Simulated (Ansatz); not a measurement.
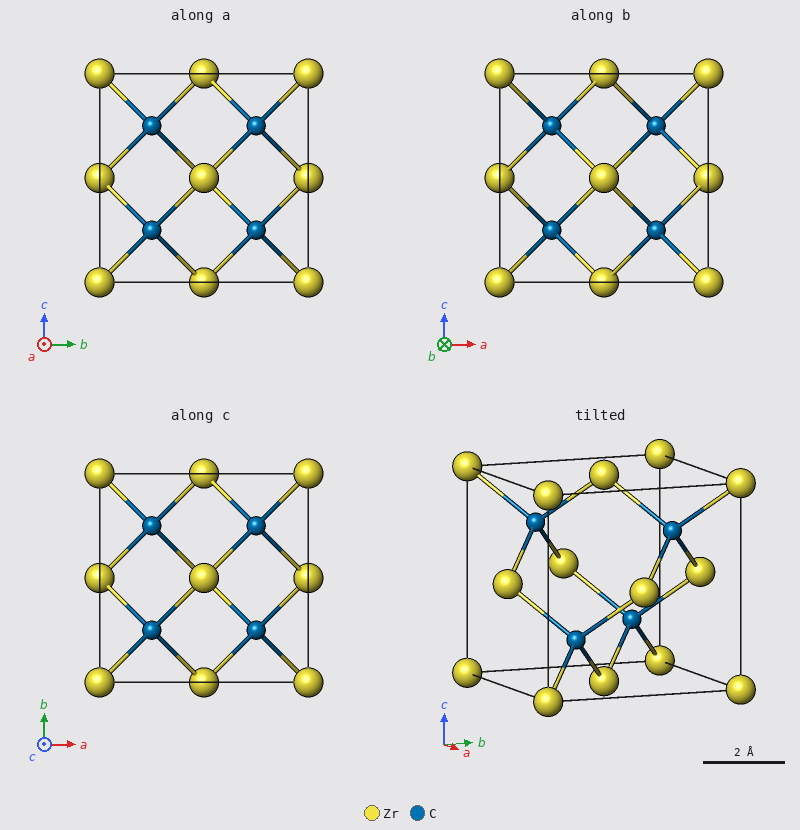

Structure drawing (ball-and-stick), viewed along the a axis, along the b axis, along the c axis and slightly off an axis. The parallelepiped is the conventional unit cell.

Lattice parameters: a = 5.1902 Å, b = 5.1902 Å, c = 5.1902 Å, α = 90.000°, β = 90.000°, γ = 90.000°.

From the views, write a CIF in P1 with every atom of the cell.

```cif
data_structure
_symmetry_space_group_name_H-M 'P 1'
_symmetry_Int_Tables_number 1
_cell_length_a 5.1902
_cell_length_b 5.1902
_cell_length_c 5.1902
_cell_angle_alpha 90.000
_cell_angle_beta 90.000
_cell_angle_gamma 90.000
_cell_volume 139.81
loop_
_atom_site_label
_atom_site_type_symbol
_atom_site_fract_x
_atom_site_fract_y
_atom_site_fract_z
_atom_site_occupancy
Zr1 Zr 0.0000 0.0000 0.0000 1
C1 C 0.2500 0.2500 0.7500 1
Zr2 Zr 0.0000 0.5000 0.5000 1
C2 C 0.2500 0.7500 0.2500 1
Zr3 Zr 0.5000 0.0000 0.5000 1
C3 C 0.7500 0.2500 0.2500 1
Zr4 Zr 0.5000 0.5000 0.0000 1
C4 C 0.7500 0.7500 0.7500 1
```

It goes back to a structure type filled with these elements by a generator (whether the compound takes this form wasn't checked). The cell was then strained or its atoms displaced on purpose. A calculation with Ansatz used it as input.

At this level of theory the cell isn't at rest (stretched, at -8 GPa), so its distances can differ from those at equilibrium, the more so the softer the solid.
